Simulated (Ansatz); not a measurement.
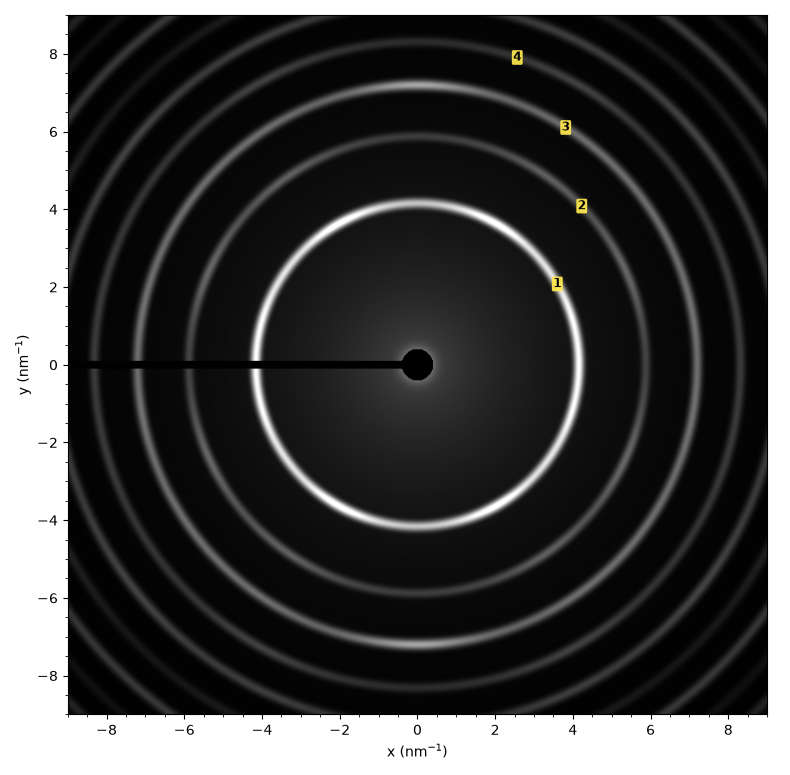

Simulated electron diffraction rings at 200 kV (λ = 0.0251 Å), scale in nm⁻¹ (radius = 1/d), for a sample with fibre texture (March–Dollase model, fibre axis vertical in the picture). Kinematic intensities with B = 0.8 Å² for all atoms, without multiple scattering; brightness goes as intensity to the power 0.5, clipped at the top. Reflections closer than the ring width show as one ring.

The sample is Ge, space group Im-3m, a = 3.402 Å, b = 3.402 Å, c = 3.402 Å, α = 90.00°, β = 90.00°, γ = 90.00°. Basis of the simulation: coordinates from a relaxation with Ansatz 0.2.0, DFT, revPBE, plane waves (420 eV) with PAW, scalar-relativistic; the starting structure was generated, so it need not be a known form of this composition.

Q: Index rings 1 to 4.

A:
| ring | radius | d (Å) | hkl |
| --- | --- | --- | --- |
| 1 | 4.16 nm⁻¹ | 2.41 | 110 |
| 2 | 5.88 nm⁻¹ | 1.701 | 200 |
| 3 | 7.20 nm⁻¹ | 1.389 | 211 |
| 4 | 8.31 nm⁻¹ | 1.203 | 220 |

Q: Which lattice planes lie preferentially normal to the fibre axis?

A: The (2 1 1) planes: ring 3 is concentrated at the top and bottom of the pattern (March parameter 0.35).
